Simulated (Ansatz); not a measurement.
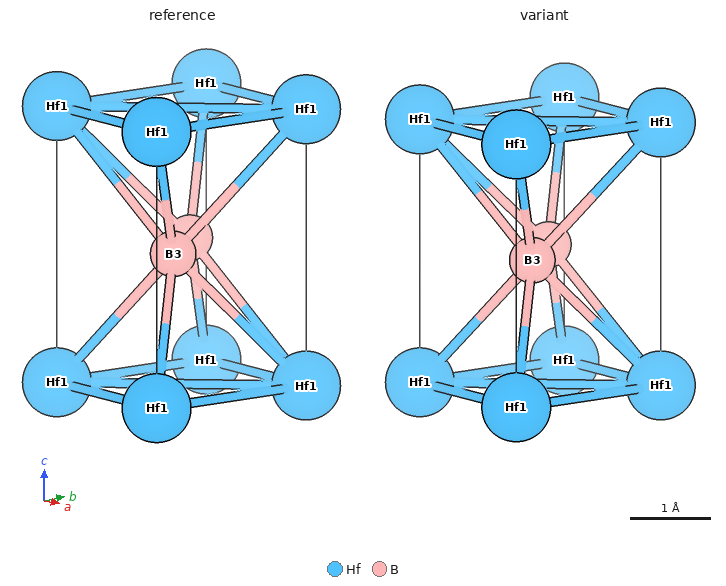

Left: a symmetric starting cell of HfB2. Right: the same structure after one change, at the same scale. Style: ball-and-stick. Shown: the cell of the calculation, slightly off an axis.

All numbers below come from Ansatz 0.2.0, DFT PBE, scalar-relativistic, plane waves, PAW. Settings: plane-wave cutoff 420 eV; k-point mesh 15 × 15 × 12; occupations gaussian; smearing width 0.1 eV; no spin polarisation.

> What distinguishes the right structure from the left one?

The cell is strained by −4.8 % along c and −3.3 % across it (volume −11.1 %), the atoms keeping their fractional coordinates. No relaxation follows. The starting cell wasn't computed here and needn't be at equilibrium, so pressure and forces aren't due to the change alone.

> And its effect?

The pressure is 38.5 GPa (not all of it need come from the change, since the unchanged cell can be under pressure at this level too). The principal stresses (compression positive) are 40.5 GPa along c and 37.5 GPa across it. All forces vanish by symmetry. Among the bonded contacts that change: Hf–Hf 3.140 → 3.035 Å, B–Hf 2.513 → 2.411 Å, B–B 1.813 → 1.752 Å. The space group stays P6/mmm (No. 191).
